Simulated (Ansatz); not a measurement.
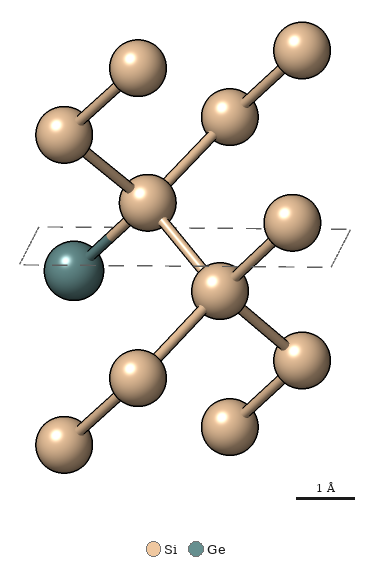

Solid Si₇Ge (P-43m): the crystal is pulled apart rigidly along the normal of the (1 0 0) plane of the conventional cell, at a cut between a plane of Ge/Si below and one of Si above, 1.38 Å apart. One cut stands in each cell, which starts 10.9 Å high; nothing is relaxed, and the dashed outline marks the cut. The picture shows the perfect crystal around the cut (dashed). The picture is a ball-and-stick view of the layers on both sides of the cut, seen from the side, nearly along the cut plane.

Method: DFT r2SCAN, scalar-relativistic, plane waves, PAW (Ansatz). Settings: plane-wave cutoff 500 eV; k-point mesh 6 × 6 × 3; occupations gaussian; smearing width 0.05 eV; no spin polarisation. Energies (free energies at the smearing named) are counted from the relaxed crystal.

```
Si Ge
1.0
     0.00000   -5.46797    0.00000
     0.00000    0.00000   -5.46797
    10.93594    0.00000    0.00000
Si Ge
14 2
Cartesian
  1.3803 -4.0877 -4.0877
  6.8483 -4.0877 -4.0877
  0.0000 -2.7340 -2.7340
  5.4680 -2.7340 -2.7340
  2.7340 -2.7340 0.0000
  8.2020 -2.7340 0.0000
  2.7340 0.0000 -2.7340
  8.2020 0.0000 -2.7340
  4.0877 -4.0877 -1.3803
  9.5557 -4.0877 -1.3803
  4.0877 -1.3803 -4.0877
  9.5557 -1.3803 -4.0877
  1.3803 -1.3803 -1.3803
  6.8483 -1.3803 -1.3803
  0.0000 -5.4680 0.0000
  5.4680 -5.4680 0.0000
```

Question: Give the energy at each point (the opening: −0.30, −0.15, 0.00, 0.25, 0.50, 0.75, 1.00, 1.50, 2.00, 3.00, 4.50, 6.00 Å).

Answer:
| opening (Å) | ΔE per area (J/m²) |
| --- | --- |
| −0.30 | 0.460 |
| −0.15 | 0.112 |
| 0.00 | 0.000 |
| 0.25 | 0.266 |
| 0.50 | 0.927 |
| 0.75 | 1.713 |
| 1.00 | 2.396 |
| 1.50 | 3.395 |
| 2.00 | 3.952 |
| 3.00 | 4.377 |
| 4.50 | 4.487 |
| 6.00 | 4.495 |

At the widest opening, 6.00 Å, the energy has risen by 4.495 J/m², where the curve has levelled off: this is the ideal work of separation, the sum of the two unrelaxed surface energies of a slab 10.9 Å thick. The steepest rise lies between 0.50 Å and 0.75 Å, with a mean traction of about 31 GPa. Pressing the cut together by 0.30 Å costs 0.460 J/m². The band gap on the mesh, 0.59 eV in the reference, closes at 0.50 Å, 0.75 Å, 1.00 Å, 1.50 Å, 2.00 Å, 3.00 Å, 4.50 Å, 6.00 Å.

As a plot:

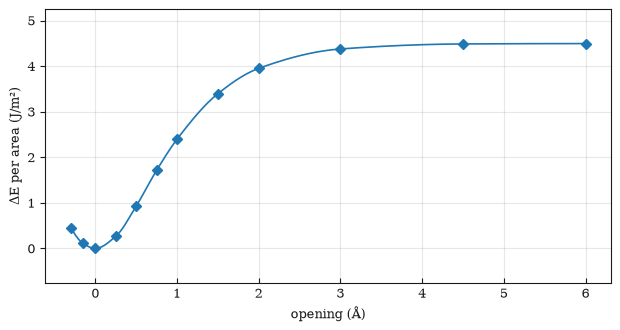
